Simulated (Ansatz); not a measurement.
# Does disorder add resistance in series? Al(111) layers with 12.5 % Pd

Two lengths of the disordered region are known. What area resistance does the third give?

**Method.** Ansatz 0.2.0, plane waves with PAW datasets at their recommended cutoffs (420 eV for most), Fermi-Dirac smearing; ballistic transmission by layer matching. The area resistance is RA = A (h/2e²)(1/T − 1/N), with T the zone-mean transmission per spin and N the lead's channels, both averaged over a few energies near the Fermi level; for magnets each spin is taken apart, with h/e², and the two conduct in parallel. Lateral cell 2x2, PBE, a fresh random draw for each length.

Results; the value marked ? is to be predicted:

| length (Å) | channels N | RA (fΩ m²) |
| --- | --- | --- |
| 9.35 | 5.430 | 0.447 |
| 18.7 | 5.470 | 0.808 |
| 28.0 | 5.490 | ? |

**Fit on the rows shown.**

Ohm's law makes RA linear in the length: the slope is (0.808 − 0.447)/(18.7 − 9.35) = 0.0386 fΩ m² per Å, or 39 µΩ cm. Then 0.808 + 0.0386 × 9.35. Predicted: 1.17 fΩ m².

**The withheld run.**

1.02 fΩ m², so the prediction is 15 % too high. The three lengths together give 31 µΩ cm. The two increments are 0.36 and 0.21 fΩ m²; with one draw for each length, their difference can't be told from scatter.

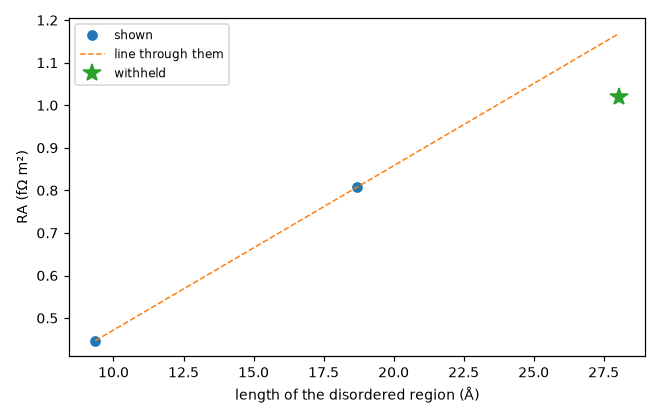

Area resistance against length.

Caveats: The scatterers repeat sideways with the small cell. The slope is a raw one; a model of isotropic scattering puts it 1.02 times the bulk value over these lengths. Atoms sit unrelaxed on the host's lattice, and the pair may not mix at random in practice.
